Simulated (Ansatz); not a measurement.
## TiCo2: geometry relaxation (part 4 of 4)

The same run, continued: TiCo2 (6 atoms in the cell); DFT r2SCAN, scalar-relativistic, plane waves, PAW, spin-polarised (Ansatz 0.2.0); cutoff 500 eV, 10×10×10 k-mesh, Gaussian smearing of 0.1 eV, collinear spins. The structure derives from an entry of the Crystallography Open Database.

Geometry of the input (Å; fractional positions):
```
0.0000  3.3520  3.3520
3.3520  0.0000  3.3520
3.3520  3.3520  0.0000
Ti 0.5000  0.5000  0.5000
Ti 0.7500  0.7500  0.7500
Co 0.1250  0.1250  0.1250
Co 0.6250  0.1250  0.1250
Co 0.1250  0.1250  0.6250
Co 0.1250  0.6250  0.1250
```

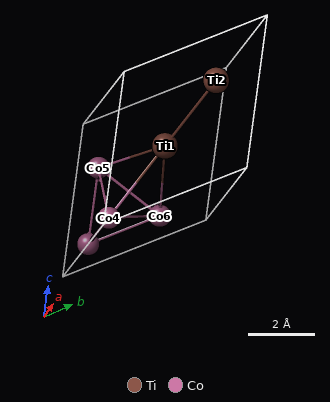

Figure 1. The geometry at step 3 of the log (ball-and-stick view of the cell of the calculation, seen at an oblique angle; atoms are numbered from 1 in the order of the input).

## Log, continued
```
  k-point 46 ↓: bands = ["-80.3889", "-80.3889", "-80.3526", "-80.3526", "-42.5724", "-42.5724", "-42.3579", "-42.3579", "-42.2587", "-42.2587", "-42.2079", "-42.2079", "-42.2033", "-42.2033", "-42.1389", "-42.1389", "-42.0678", "-42.0678", "-17.8978", "-17.8978", "-17.7567", "-17.7567", "-17.6148", "-17.6148", "11.6753", "11.6753", "12.8625", "12.8625", "14.1826", "14.1826", "14.3754", "14.3754", "14.9386", "14.9386", "15.2098", "15.2098", "15.3802", "15.3802", "15.7570", "15.7570", "15.9604", "15.9604", "16.8399", "16.8399", "17.9321", "17.9321", "17.9959", "17.9959", "18.2611", "18.2611", "18.6678", "18.6678", "19.4092", "19.4092", "19.4802", "19.4802", "19.7194", "19.7194", "23.1924", "23.1924", "26.4885"]
--- Relaxed structure (3 steps of the walk, 3 accepted, 1 SCFs on fresh bases) ---
  F+E_penalty+E_count = -25536.35051291 eV   max|allowed force component| = 2.014e-17 eV/Å   (the final SCF, on the basis selected at the relaxed cell)
  cell:  # Å, volume = 74.7665 Å³
    - [1.5923037602798716e-35, 3.3436872424129893, 3.3436872424129893]
    - [3.3436872424129893, 3.1846075205597374e-36, 3.3436872424129893]
    - [3.3436872424129893, 3.3436872424129893, 2.5476860164477947e-35]
  atoms:
    - { symbol: Ti, position: [0.5000000000000001, 0.5000000000000001, 0.5000000000000001] }
    - { symbol: Ti, position: [0.75, 0.75, 0.75] }
    - { symbol: Co, position: [0.12500000000000003, 0.12500000000000003, 0.12500000000000003] }
    - { symbol: Co, position: [0.625, 0.12500000000000003, 0.125] }
    - { symbol: Co, position: [0.12500000000000003, 0.12500000000000003, 0.625] }
    - { symbol: Co, position: [0.12500000000000003, 0.625, 0.125] }
--- Löwdin populations: 6 sites ---
  site symbol       q [e]    m [muB]
     0     Ti     11.8284    -0.8075
     1     Ti     11.8284    -0.8075
     2     Co     16.7695     1.5219
     3     Co     16.7695     1.5219
     4     Co     16.7695     1.5219
     5     Co     16.7695     1.5219
  spilling = 0.013753 (of n_electrons = 92.000000)
```

## File populations.tsv
```
# site	symbol	l	j	q_up	q_dn
# orbitals = lowdin
# n_electrons = 92.000000
# spilling = 0.013753
0	Ti	0_3S	-	0.970581	0.970175
0	Ti	0_4S	-	0.494288	0.488439
0	Ti	1_3P	-	2.996202	2.997206
0	Ti	2_3D	-	1.049391	1.862109
1	Ti	0_3S	-	0.970581	0.970175
1	Ti	0_4S	-	0.494288	0.488439
1	Ti	1_3P	-	2.996202	2.997206
1	Ti	2_3D	-	1.049391	1.862109
2	Co	0_3S	-	0.991364	0.991909
2	Co	0_4S	-	0.483424	0.496099
2	Co	1_3P	-	2.998431	2.998551
2	Co	2_3D	-	4.672459	3.137260
3	Co	0_3S	-	0.991364	0.991909
3	Co	0_4S	-	0.483424	0.496099
3	Co	1_3P	-	2.998431	2.998551
3	Co	2_3D	-	4.672459	3.137260
4	Co	0_3S	-	0.991364	0.991909
4	Co	0_4S	-	0.483424	0.496099
4	Co	1_3P	-	2.998431	2.998551
4	Co	2_3D	-	4.672459	3.137260
5	Co	0_3S	-	0.991364	0.991909
5	Co	0_4S	-	0.483424	0.496099
5	Co	1_3P	-	2.998431	2.998551
5	Co	2_3D	-	4.672459	3.137260
```

## Trajectory as extended XYZ (Å, eV, eV/Å), 4 frames, from step=1 to step=4
```
6
Lattice="0.0000 3.3520 3.3520 3.3520 0.0000 3.3520 3.3520 3.3520 0.0000" Properties=species:S:1:pos:R:3:forces:R:3 step=1 energy=-25536.34823 pressure_GPa=-1.32
Ti    3.3520    3.3520    3.3520    0.0000   0.0000   0.0000
Ti    5.0280    5.0280    5.0280    0.0000   0.0000   0.0000
Co    0.8380    0.8380    0.8380    0.0000   0.0000   0.0000
Co    0.8380    2.5140    2.5140    0.0000   0.0000   0.0000
Co    2.5140    2.5140    0.8380    0.0000   0.0000   0.0000
Co    2.5140    0.8380    2.5140    0.0000   0.0000   0.0000
6
Lattice="0.0000 3.3459 3.3459 3.3459 0.0000 3.3459 3.3459 3.3459 0.0000" Properties=species:S:1:pos:R:3:forces:R:3 step=2 energy=-25536.35073 pressure_GPa=-0.36
Ti    3.3459    3.3459    3.3459    0.0000   0.0000   0.0000
Ti    5.0189    5.0189    5.0189    0.0000   0.0000   0.0000
Co    0.8365    0.8365    0.8365    0.0000   0.0000   0.0000
Co    0.8365    2.5095    2.5095    0.0000   0.0000   0.0000
Co    2.5095    2.5095    0.8365    0.0000   0.0000   0.0000
Co    2.5095    0.8365    2.5095    0.0000   0.0000   0.0000
6
Lattice="0.0000 3.3437 3.3437 3.3437 0.0000 3.3437 3.3437 3.3437 0.0000" Properties=species:S:1:pos:R:3:forces:R:3 step=3 energy=-25536.35102 pressure_GPa=0.01
Ti    3.3437    3.3437    3.3437    0.0000   0.0000   0.0000
Ti    5.0155    5.0155    5.0155    0.0000   0.0000   0.0000
Co    0.8359    0.8359    0.8359    0.0000   0.0000   0.0000
Co    0.8359    2.5078    2.5078    0.0000   0.0000   0.0000
Co    2.5078    2.5078    0.8359    0.0000   0.0000   0.0000
Co    2.5078    0.8359    2.5078    0.0000   0.0000   0.0000
6
Lattice="0.0000 3.3437 3.3437 3.3437 0.0000 3.3437 3.3437 3.3437 0.0000" Properties=species:S:1:pos:R:3:forces:R:3 step=4 energy=-25536.35051 pressure_GPa=-0.00
Ti    3.3437    3.3437    3.3437    0.0000   0.0000   0.0000
Ti    5.0155    5.0155    5.0155    0.0000   0.0000   0.0000
Co    0.8359    0.8359    0.8359    0.0000   0.0000   0.0000
Co    0.8359    2.5078    2.5078    0.0000   0.0000   0.0000
Co    2.5078    2.5078    0.8359    0.0000   0.0000   0.0000
Co    2.5078    0.8359    2.5078    0.0000   0.0000   0.0000
```

## Key numbers

- outcome: converged
- space group (tolerance 0.01 Å): Fd-3m (227)
- electrons treated: 92
- free energy: −25536.3505 eV
- Fermi energy: 17.399 eV
- gap on the k-point mesh: none (metallic)
- net moment of the cell: 4.13 μB
- integrated absolute moment: 8.24 μB
- pressure: 0.00 GPa
- final volume: 74.77 Å³
- largest force (length of the vector) at the end: under 0.001 eV/Å
- final cell: a = 4.729 Å, b = 4.729 Å, c = 4.729 Å, α = 60.00°, β = 60.00°, γ = 60.00°
- hardware: 1 thread of Intel Xeon (Granite Rapids), 32 GiB of memory available, shared host
- wall time: 2.8 min
- peak memory: 0.94 GiB

## Remarks

The electronic state found may not be the lowest one.
